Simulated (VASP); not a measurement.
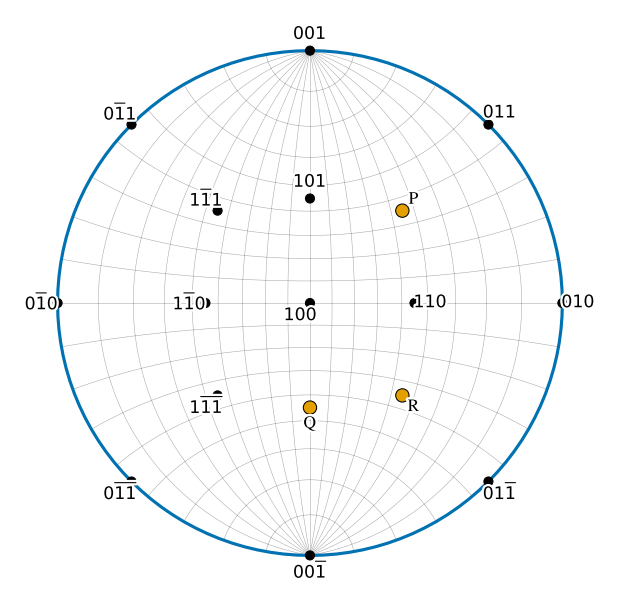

For BAs, coordinates from a relaxation with VASP Kohn-Sham DFT of a periodic cell, r2SCAN, VASP PAW PBE potentials, recommended in VASP: stereographic projection of plane normals (upper hemisphere) centred on (1 0 0). Symmetry computed with spglib at a tolerance of 0.002 Å; standard conventional cell.

a = 4.786 Å, b = 4.786 Å, c = 4.786 Å, α = 90.00°, β = 90.00°, γ = 90.00°.

**Index the poles marked P, Q, R.**

P is (1 1 1), 54.7° from the centre; Q is (1 0 −1), 45.0° from the centre; R is (1 1 −1), 54.7° from the centre.

**Which zone does the coloured great circle trace?**

The zone [1 0 0]: its poles satisfy h = 0.

**What is the angle between the normals of (0 1 0) and (0 0 1), and what are their d_hkl = 1/|g|?**

90.0°; d = 4.786 Å and 4.786 Å.
